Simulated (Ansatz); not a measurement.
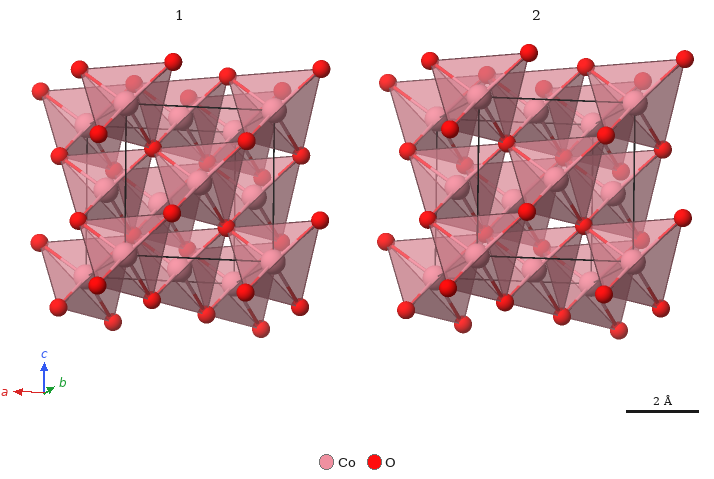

Two geometries of a crystal of CoO (set up in R3m), drawn at one scale. One is the start of a relaxation, the other its converged end. A polyhedral model of the larger cell on standard axes (4 times the calculation's cell), seen from a free direction.

Computed with Kohn-Sham DFT of a periodic cell, LDA, Ansatz PAW in Ansatz 0.2.0. (plane-wave cutoff 420 eV; k-point mesh 10 × 10 × 10; occupations fermi-dirac; smearing width 0.05 eV; collinear spin; cell and atoms relaxed; force threshold 0.01 eV/Å; at most 40 steps)

> Which of the two is the end point?

Structure 1 is the relaxed one. The run lets cell and atoms move. The largest moves relative to the cell, 0.008 Å, are those of Co and O atoms. By element the largest moves are Co 0.008 Å, O 0.008 Å. The drawn cell changes as follows: a = b = c 4.503 → 4.285 Å (−4.9 %), α 90.7° → 90.0°, β 90.7° → 90.0°, γ 90.7° → 90.0°; the volume changes by −13.8 %. Near-neighbour distances that change, for instance: Co–O 1.963 → 1.855 Å, Co–O 1.909 → 1.855 Å. The space group (tolerance 0.01 Å) goes from R3m (No. 160) to F-43m (No. 216). Over 7 accepted moves (9 points after the start) the energy falls by 109 meV per atom. Largest force component: 0.19 eV/Å at the start, under 0.0001 eV/Å at the end. The pressure goes from −15.85 to −0.02 GPa. At 2 points the geometry stayed and the basis and grid were re-selected for the new cell (energy shift of 4.6 meV per atom at most each time). The run took 52 s on 2 threads of Arm Neoverse V2 (shared host), peak memory 0.38 GiB.

Limits of the set-up: only the magnetic order of this start and cell was tried (total moment 1.6 μB per cell).
